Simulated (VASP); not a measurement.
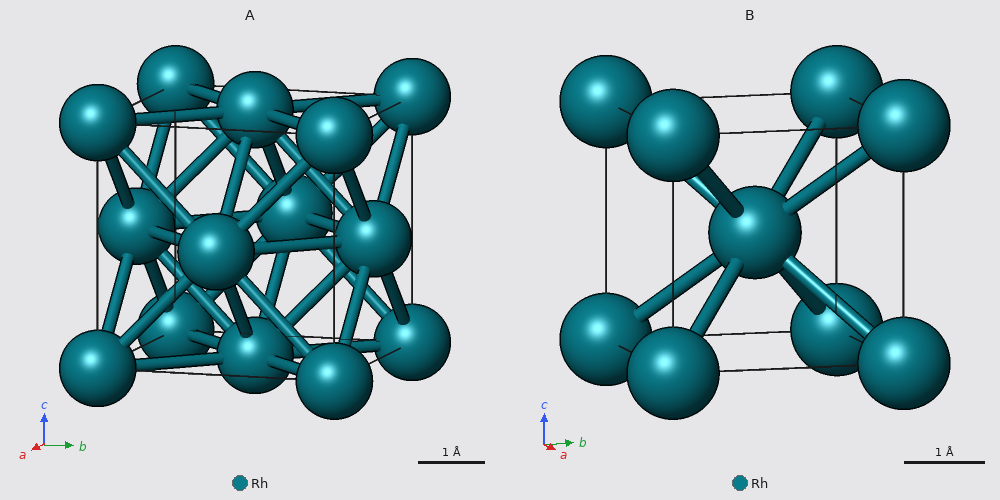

Two structures of Rh, each relaxed (cell and atoms) at zero pressure; conventional cells in solid outline, small ones repeated, each panel with its own scale. Alike in all runs: VASP 6.6.1; functional PBEsol; VASP's PAW PBE potentials, release 64 (Rh_pv); cutoff 300 eV; occupations gaussian, width 0.1 eV; no spin polarisation; no spin-orbit coupling. The k meshes have like spacings.

### Name the structure in each panel.

A: face-centred cubic (Cu type), Fm-3m; B: body-centred cubic (W type), Im-3m.

### Rank them by energy, lowest first.

A, then B (+389 meV/atom), static energies at zero smearing.

### Collect the results in a table.

| panel | space group | E − E(lowest) (meV/atom) | volume (Å³/atom) |
| --- | --- | --- | --- |
| A | Fm-3m | 0 | 13.5 |
| B | Im-3m | 389 | 13.9 |

The starts are database entries or structure types tried for this composition, and the most stable form need not be among them.
